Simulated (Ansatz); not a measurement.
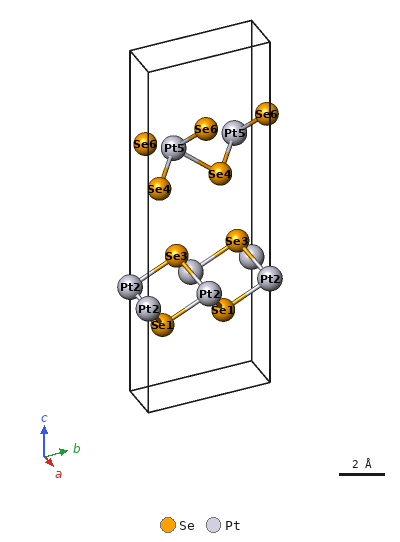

The input geometry (ball-and-stick view of the 1 × 2 repeat of the cell, with the vacuum cut short, seen slightly off an axis; atoms are numbered from 1 in the order of the input). Near neighbours in the crystal (not all of them lie inside the picture): Se has 3 Pt at 2.52 Å; Pt has 6 Se at 2.52 Å.

PtSe₂: single-point calculation

PtSe₂ (slab, 6 atoms in the cell), computed with DFT PBE+D3(BJ), scalar-relativistic, plane waves, PAW, PAW set soft_1, no spin polarisation (Ansatz 0.2.0).

The structure derives from an entry of the Crystallography Open Database. Figures and captions count atoms from 1; the log counts them from 0 in places.

## Input
```yaml
crystal:
  lattice:
    - [3.7070358307, 0.0, 0.0]
    - [-1.8535179153, 3.2103872021, 0.0]
    - [0.0, 0.0, 22.7981611688]
  atoms:
    - { symbol: Se, position: [0.6666666667, 0.3333333333, 0.1973843402] }
    - { symbol: Pt, position: [0.0, 0.0, 0.2554828983] }
    - { symbol: Se, position: [0.3333333333, 0.6666666667, 0.3135814565] }
    - { symbol: Se, position: [0.5, 1.3333333333, 0.4675412418] }
    - { symbol: Pt, position: [1.1666666667, 1.6666666667, 0.5256398] }
    - { symbol: Se, position: [0.8333333333, 1.0, 0.5837383581] }
basis:
  ecutwfc: 420
kpoints:
  mp_grid: { grid: [9, 9, 1] }
hamiltonian:
  xc: pbe
  pseudopotentials: { kind: paw, azcp: { folder: soft_1 } }
  dispersion: d3bj
scf:
  occupations: { method: gaussian, width: 0.05 }
output:
  forces: true
  eigenvalues: true
efield:
  axis: 3
  dipole_correction: true
  ramp_width: 0.04
```

Launched with:
```bash
ansatz run input.yaml --threads 2 --pin off --max-ram 6144MiB --backend cpu --events-out ev --progress --plain --runs-dir out
```

## The program's output
```
Engine: ansatz 0.2.0, aarch64-unknown-linux-gnu
Pseudopotentials: kind: paw
Pseudopotential: Se, paw, valence charge 16, recommended cutoff 420 eV (normal), [file]
Pseudopotential: Pt, paw, valence charge 18, recommended cutoff 420 eV (normal), [file]
Functional definition: PBE
  parameter kappa = 0.804
  parameter beta = 0.06672455060314922
  exchange = pbe_x(kappa = kappa, mu = beta*pi^2/3)
  correlation = pbe_c(beta = beta)
Crystal: 6 atoms, lattice volume = 271.321 Å³
Basis set: ecut = 420 eV, 5357 PW (Γ), exchange–correlation on 50×50×320 points (8 copies of the dense FFT grid, shifted against one another)
Bands: 60, of which v1, the nominal top of the filled ones, is band 50 counted from 1 (49 counted from 0)
Symmetry: 1 space group operations
Space group: P1 (ITA 1), of the structure as read, at distance tolerance 6.5e-5 Å
k-points: 41 of 81 (time reversal used)
Non-local potential: Se, projectors of the file, l = 0: 2, l = 1: 2, l = 2: 3, l = 3: 1
Non-local potential: Pt, projectors of the file, l = 0: 3, l = 1: 2, l = 2: 2, l = 3: 1
PAW form: soft (Blöchl's): semilocal exchange-correlation on the pseudo side does not see the compensation charge
PAW one-centre angular grid: Se, 590 points (default); XC on 64 Gauss nodes
PAW one-centre angular grid: Pt, 590 points (default); XC on 64 Gauss nodes
Initial density: superposition of atomic densities (neutral atoms: chi_scale 0, normalization atom)
Initial wavefunctions: pseudopotential atomic-orbital guess
Functional: x = pbe(κ = 0.804, μ = 0.2195149727645171), c = pbe(β = 0.06672455060314922)
SCF iter   1: F=—  HF=-46931.786454 eV  |F-HF|=—  |Δ(HF+E_count)|=         —  Δρ=5.44e-2  dr2=8.82e0  ethr=3.10e-3  p=0.000 e·Å  D=2.93e-7 V/Å  ΔV_dip=-0.00 eV  dr2_dipole=2.06e-5  V_vac-E_F(+/−)=4.80/4.80 eV  ⟨swp⟩=7.5  Hψ=9599  notcnv=0  defer=9
efield: sawtooth ramp at fractional position 0.8706 (placed from the atoms, in the widest stretch of the axis that holds none; the zero of the levels goes with the place), width 0.0400; the density the first Hamiltonian is built on has a dipole p = 0.000 e·Å; the dipole correction subtracts the counter field D = 2.93e-7 V/Å, which shifts the + side's vacuum level by -0.00 eV against the − side's; the planar-averaged density in the ramp window peaks in size at 7.9e-6 e/Å³
preconditioner: auto → Resta (q_TF=auto, 2.310 Å⁻¹)  ε∞=3.5  [insulator: Δε(μ)=1.277 eV  Ē_g=9.430 eV  σ=0.050 eV  W_gap=1.00  n_scr=70 (ndim 8)  ℏωp=15.0 eV  f_vac=0.496  D(μ)=0.00/eV (n_scr^D=0)  ε∞_Penn≈3.5  vacuum switching on, ρ_ref=6.4e-3 e/Å³]
SCF iter   2: F=—  HF=-46930.585705 eV  |F-HF|=—  |Δ(HF+E_count)|=    1.20e0  Δρ=2.22e-2  dr2=2.25e0  ethr=3.10e-3  p=0.001 e·Å  D=7.78e-4 V/Å  ΔV_dip=-0.02 eV  dr2_dipole=2.66e-5  V_vac-E_F(+/−)=5.47/5.48 eV  ⟨swp⟩=3.0  Hψ=5132  notcnv=0  defer=246
SCF iter   3: F=—  HF=-46930.208787 eV  |F-HF|=—  |Δ(HF+E_count)|=   3.77e-1  Δρ=1.16e-2  dr2=1.71e-1  ethr=2.25e-3  p=0.000 e·Å  D=2.46e-4 V/Å  ΔV_dip=-0.01 eV  dr2_dipole=1.74e-5  V_vac-E_F(+/−)=5.19/5.20 eV  ⟨swp⟩=2.0  Hψ=3267  notcnv=0  defer=246
SCF iter   4: F=—  HF=-46930.192049 eV  |F-HF|=—  |Δ(HF+E_count)|=   1.67e-2  Δρ=1.15e-3  dr2=1.21e-2  ethr=1.71e-4  p=0.005 e·Å  D=3.07e-3 V/Å  ΔV_dip=-0.07 eV  dr2_dipole=9.84e-4  V_vac-E_F(+/−)=4.94/5.01 eV  ⟨swp⟩=2.0  Hψ=3248  notcnv=0  defer=246
SCF iter   5: F=—  HF=-46930.192076 eV  |F-HF|=—  |Δ(HF+E_count)|=   2.72e-5  Δρ=8.74e-4  dr2=1.31e-2  ethr=1.21e-5  p=-0.003 e·Å  D=-2.10e-3 V/Å  ΔV_dip=0.05 eV  dr2_dipole=1.68e-3  V_vac-E_F(+/−)=4.95/4.90 eV  ⟨swp⟩=2.1  Hψ=4053  notcnv=0  defer=246
SCF iter   6: F=—  HF=-46930.191416 eV  |F-HF|=—  |Δ(HF+E_count)|=   6.60e-4  Δρ=3.77e-4  dr2=6.78e-4  ethr=1.21e-5  p=0.001 e·Å  D=7.18e-4 V/Å  ΔV_dip=-0.02 eV  dr2_dipole=3.47e-6  V_vac-E_F(+/−)=4.94/4.95 eV  ⟨swp⟩=2.0  Hψ=2373  notcnv=0  defer=246
SCF iter   7: F=—  HF=-46930.191692 eV  |F-HF|=—  |Δ(HF+E_count)|=   2.76e-4  Δρ=1.83e-4  dr2=4.13e-4  ethr=6.78e-7  p=-0.000 e·Å  D=-9.04e-5 V/Å  ΔV_dip=0.00 eV  dr2_dipole=1.61e-4  V_vac-E_F(+/−)=4.94/4.94 eV  ⟨swp⟩=2.0  Hψ=3102  notcnv=0  defer=246
SCF iter   8: F=—  HF=-46930.191722 eV  |F-HF|=—  |Δ(HF+E_count)|=   3.01e-5  Δρ=9.96e-5  dr2=1.32e-4  ethr=4.13e-7  p=0.002 e·Å  D=1.17e-3 V/Å  ΔV_dip=-0.03 eV  dr2_dipole=2.41e-5  V_vac-E_F(+/−)=4.92/4.95 eV  ⟨swp⟩=2.0  Hψ=2691  notcnv=0  defer=246
SCF iter   9: F=—  HF=-46930.191721 eV  |F-HF|=—  |Δ(HF+E_count)|=   7.80e-7  Δρ=4.67e-5  dr2=1.71e-5  ethr=1.32e-7  p=0.001 e·Å  D=9.18e-4 V/Å  ΔV_dip=-0.02 eV  dr2_dipole=1.80e-6  V_vac-E_F(+/−)=4.92/4.94 eV  ⟨swp⟩=1.9  Hψ=2335  notcnv=0  defer=246
SCF iter  10: F=—  HF=-46930.191772 eV  |F-HF|=—  |Δ(HF+E_count)|=   5.12e-5  Δρ=1.24e-5  dr2=7.63e-7  ethr=1.71e-8  p=0.001 e·Å  D=8.40e-4 V/Å  ΔV_dip=-0.02 eV  dr2_dipole=3.46e-8  V_vac-E_F(+/−)=4.92/4.94 eV  ⟨swp⟩=2.0  Hψ=3128  notcnv=0  defer=246
SCF iter  11: F=—  HF=-46930.191773 eV  |F-HF|=—  |Δ(HF+E_count)|=   4.74e-7  Δρ=9.60e-6  dr2=4.58e-7  ethr=7.63e-10  p=0.001 e·Å  D=8.28e-4 V/Å  ΔV_dip=-0.02 eV  dr2_dipole=1.82e-9  V_vac-E_F(+/−)=4.92/4.94 eV  ⟨swp⟩=2.0  Hψ=4100  notcnv=0  defer=246
SCF iter  12: F=-46930.191772 eV  HF=-46930.191772 eV  |F-HF|=1.25e-8  |Δ(HF+E_count)|=   2.76e-8  Δρ=1.57e-6  dr2=1.14e-8  ethr=1.00e-10  p=0.001 e·Å  D=8.25e-4 V/Å  ΔV_dip=-0.02 eV  dr2_dipole=6.45e-10  V_vac-E_F(+/−)=4.92/4.94 eV  ⟨swp⟩=12.9  Hψ=12173  notcnv=0
SCF 1 converged in 12 iterations: F = -46930.191772 eV  dr2 = 1.14e-8
  greatest PAW one-centre occupation: 1.000 electrons in one spin orbital (limit 2), on the Pt atom at site 1 (counted from 0), in its partial waves of l = 0
```

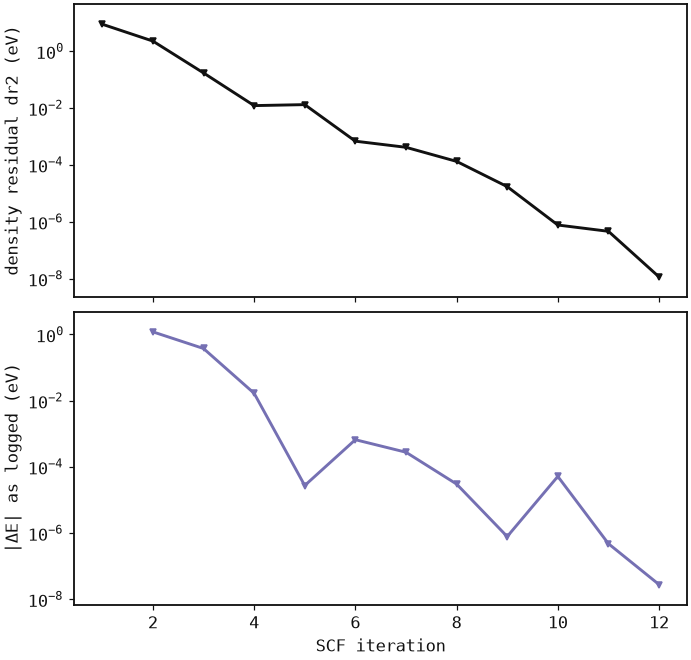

Convergence of the self-consistent field: density residual dr2 and size of the energy change against the SCF iteration. The residual falls almost steadily, with no more than small rises.

```
SCF converged after 12 iterations
Free energy (F): -46930.191772 eV
Harris-Foulkes:  -46930.191772 eV  (|F-HF|=1.25e-8)
Internal energy: -46930.191772 eV  (E = F + TS)
E sigma→0 (E₀):  -46930.191772 eV
Fermi energy:    2.932372 eV
Dipole field:    D = 0.000796 V/Å  (p = 0.001193 e·Å, saw-weighted, corrected)
Work function:   Φ+ = 4.9241 eV   Φ− = 4.9422 eV
Levels:          The Fermi level and band energies are counted from a zero that moves with the ramp; work functions are not
--- Per-component energies (eV) ---
  E_band       = -2908.581785
  E_kinetic    = 1633.068821
  E_local      = -89756.466081  (includes V_loc(G=0)·N_el)
  E_nonlocal   = -1008.934541
  E_hartree    = 44258.576366
  E_xc         = -804.390750
  E_vxc        = -903.346919  (∫ρ·V_xc dr)
  E_paw        = -27488.943526  (= ΣΔE_a)
  E_vpaw       = -1390.059708  (= ΣTr[D̂ρ^β])
  E_aug_tail   = 0.000776  (compensation charges beyond the density's cutoff)
  E_efield     = 0.000000  (sawtooth field / dipole correction)
  E_vefield    = 0.000001  (∫n·V_field dr)
  E_ewald      = 26238.960764
  E_disp       = -2.063601  (pairwise vdW)
  E_smearing   = -0.000000  (= −TS)
  E_closure    = -0.000000  (closes the sum)
  Σ components = -46930.191772   (vs F -46930.191772, Δ=0.00e0)
--- Forces (eV/Å), atoms counted from 1 ---
  atom   1  Se    -0.01280334     0.00382120    -0.00313294
  atom   2  Pt     0.01548617    -0.00393262     0.07820143
  atom   3  Se    -0.02162129     0.01213887     0.07458684
  atom   4  Se     0.01714827    -0.01250961    -0.08240773
  atom   5  Pt    -0.00068306     0.00599304    -0.06739750
  atom   6  Se     0.00247640    -0.00551017     0.00015981
  max |Σ_I F_I| component: 9.91e-6 eV/Å
--- Band table (eV; the first three rows and the last of 41) ---
  k-point 0: bands = ["-96.3325", "-96.3175", "-50.4814", "-50.4807", "-50.4665", "-50.4651", "-50.4343", "-50.4195", "-45.1942", "-45.1941", "-45.1779", "-45.1778", "-45.1775", "-45.1774", "-45.1646", "-45.1641", "-45.1604", "-45.1603", "-45.1527", "-45.1474", "-45.1470", "-45.1451", "-45.1447", "-45.1355", "-45.1325", "-45.1274", "-45.1268", "-45.1146", "-11.8709", "-11.8188", "-10.1310", "-10.0299", "-3.1116", "-2.8931", "-2.8918", "-2.8767", "-2.8749", "-2.8190", "-0.6742", "-0.6737", "-0.6585", "-0.6580", "0.7082", "0.9717", "1.2493", "2.0260", "2.1712", "2.1929", "2.2108", "2.2345", "5.1165", "5.1533", "5.1738", "5.2109", "6.7432", "7.1382", "7.6593", "7.7285", "7.8600", "8.6019"]
  k-point 1: bands = ["-96.3324", "-96.3175", "-50.4821", "-50.4816", "-50.4676", "-50.4656", "-50.4342", "-50.4194", "-45.1942", "-45.1940", "-45.1779", "-45.1778", "-45.1775", "-45.1774", "-45.1646", "-45.1640", "-45.1604", "-45.1603", "-45.1527", "-45.1474", "-45.1469", "-45.1451", "-45.1448", "-45.1354", "-45.1324", "-45.1274", "-45.1268", "-45.1145", "-11.7379", "-11.6861", "-10.1336", "-10.0398", "-3.0118", "-2.9090", "-2.8834", "-2.8146", "-2.7976", "-2.6821", "-0.8713", "-0.8545", "-0.7649", "-0.7493", "0.4511", "0.5398", "1.3813", "1.9566", "2.0717", "2.1856", "2.2125", "2.4182", "4.3567", "4.4152", "4.9589", "5.0012", "7.2076", "7.4555", "8.0827", "8.4477", "8.4848", "8.8875"]
  k-point 2: bands = ["-96.3324", "-96.3174", "-50.4850", "-50.4825", "-50.4705", "-50.4667", "-50.4340", "-50.4192", "-45.1942", "-45.1939", "-45.1779", "-45.1777", "-45.1775", "-45.1773", "-45.1645", "-45.1640", "-45.1605", "-45.1602", "-45.1526", "-45.1474", "-45.1469", "-45.1451", "-45.1449", "-45.1353", "-45.1323", "-45.1275", "-45.1268", "-45.1144", "-11.3699", "-11.3197", "-10.1434", "-10.0688", "-3.0005", "-2.8930", "-2.6343", "-2.6171", "-2.5690", "-2.3824", "-1.5767", "-1.5463", "-0.8875", "-0.8714", "-0.0032", "0.0266", "1.5512", "1.7879", "1.8769", "1.9637", "1.9907", "2.2169", "3.4460", "3.8181", "4.7356", "4.7891", "7.8723", "7.9439", "8.1655", "8.2404", "9.0114", "9.5206"]
  k-point 40: bands = ["-96.3323", "-96.3174", "-50.4901", "-50.4842", "-50.4752", "-50.4687", "-50.4337", "-50.4189", "-45.1942", "-45.1937", "-45.1780", "-45.1775", "-45.1775", "-45.1770", "-45.1644", "-45.1640", "-45.1605", "-45.1600", "-45.1525", "-45.1473", "-45.1469", "-45.1452", "-45.1447", "-45.1352", "-45.1322", "-45.1276", "-45.1267", "-45.1143", "-10.5931", "-10.5446", "-10.1793", "-10.1293", "-3.4795", "-3.4303", "-2.6049", "-2.5715", "-2.1772", "-2.0702", "-1.5697", "-1.4188", "-1.0059", "-0.9862", "-0.0033", "0.0254", "0.2294", "0.3299", "0.7756", "0.9145", "1.4810", "1.6620", "4.0280", "4.1951", "4.5308", "4.6705", "7.2273", "7.6590", "9.0018", "9.2974", "9.6301", "9.8255"]
```

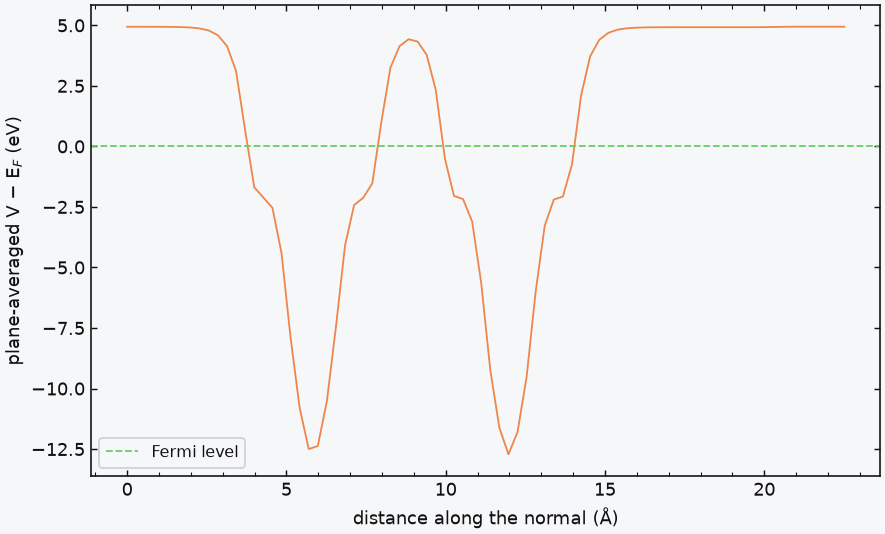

Plane average of the electrostatic potential energy of an electron across the cell, from the Fermi level. The vacuum level lies 4.92 eV above the Fermi level.

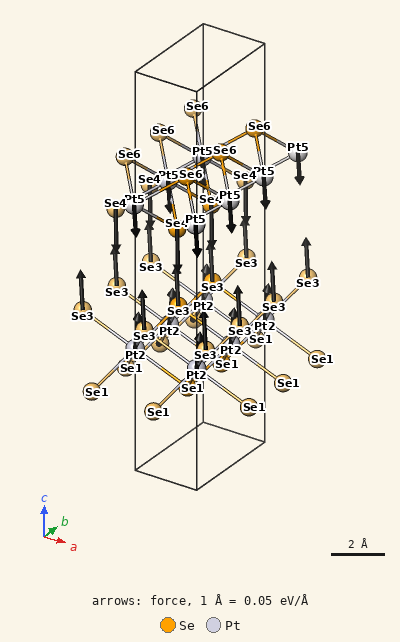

Forces on the atoms as black arrows (ball-and-stick view of the 1 × 2 repeat of the cell, with the vacuum cut short, seen slightly off an axis; neighbours outside the cell are drawn fainter; atoms are numbered from 1 in the order of the input). The largest act on Se4 (0.09 eV/Å); Pt2 (0.08 eV/Å); Se3 (0.08 eV/Å); Pt5 (0.07 eV/Å). The geometry is not a stationary point of this energy.

## Key numbers

```tsv
quantity	value
outcome	converged
electrons treated	100
free energy	−46930.1918 eV
work function, top face	4.92 eV
work function, bottom face	4.94 eV
Fermi energy	2.932 eV
gap on the k-point mesh	0.99 eV
work function (upper face)	4.92 eV
largest force (length of the vector)	0.085 eV/Å
hardware	2 threads of Arm Neoverse V1, 24 GiB of memory available, shared host
wall time	47 s (CPU time 94 s)
peak memory	0.78 GiB
```

## Notes

Spin–orbit coupling is left out, which matters for Pt.
